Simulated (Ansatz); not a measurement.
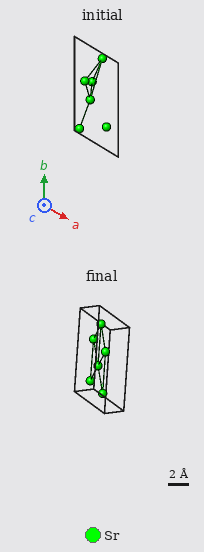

The structure of a crystal of Sr (built on the random type) (coarse preliminary run) before (top) and after (bottom) a relaxation, at one scale.

The picture is a ball-and-stick view of the cell of the calculation, seen along the c axis.

Case: random cell without symmetry.

Theory: Ansatz, DFT PBE, scalar-relativistic, plane waves, PAW.

Input file:
```yaml
crystal:
  lattice:
    - [5.8269417441, 0.0, 0.0]
    - [-4.6095187776, 8.3095452386, 0.0]
    - [-4.8168586795, -2.0174563583, 9.0849938971]
  atoms:
    - { symbol: Sr, position: [0.6357066696, 0.9449254915, 0.4205123635] }
    - { symbol: Sr, position: [0.4026477659, 0.6325853206, 0.0851908704] }
    - { symbol: Sr, position: [0.3585307603, 0.4289840325, 0.495494399] }
    - { symbol: Sr, position: [0.2359608192, 0.5938188102, 0.7124214465] }
    - { symbol: Sr, position: [0.1149478397, 0.053473074, 0.7879941588] }
    - { symbol: Sr, position: [0.7300967691, 0.2449235165, 0.257319374] }
basis:
  ecutwfc: 420
kpoints:
  mp_grid: { grid: [4, 2, 2] }
hamiltonian:
  xc: pbe
scf:
  occupations: { method: gaussian, width: 0.1 }
  lower_state_search: "off"
output:
  forces: true
  stress: true
  eigenvalues: true
relax:
  adjacent_minimum: "off"
  f_tol: 0.04
  max_steps: 70
  cell: { stress_tol: 0.4 }
```

**Summarise the run.**

The energy falls by 5.630 eV per cell of the calculation in 14 accepted moves (15 points after the start). Largest force component: 2.2 eV/Å at the start, 0.038 eV/Å at the end. The pressure goes from 0.39 to 0.01 GPa. The SCF was repeated once at an unchanged geometry on a basis and grid sized afresh for the cell, which shifted the energy by 0.6 meV per cell of the calculation at most. The largest move relative to the cell is that of Sr6, 1.61 Å roughly along [−2 0 −1]. Cell: a 5.827 → 4.301 Å (−26.2 %), b 9.502 → 8.475 Å (−10.8 %), c 10.479 → 11.387 Å (+8.7 %), α 86.9° → 82.9°, β 117.4° → 112.0°, γ 119.0° → 120.6°. Volume −24.9 %. Some distances before and after: Sr5–Sr6 7.608 → 4.180 Å, Sr1–Sr3 7.042 → 4.238 Å, Sr4–Sr6 6.631 → 4.398 Å, Sr2–Sr6 6.449 → 4.226 Å. Bond angles that change, for instance: Sr1–Sr5–Sr6 173.5° → 117.0°, Sr3–Sr4–Sr3 105.7° → 61.3°, Sr2–Sr4–Sr3 137.9° → 178.7°. The space group stays P1 (No. 1).
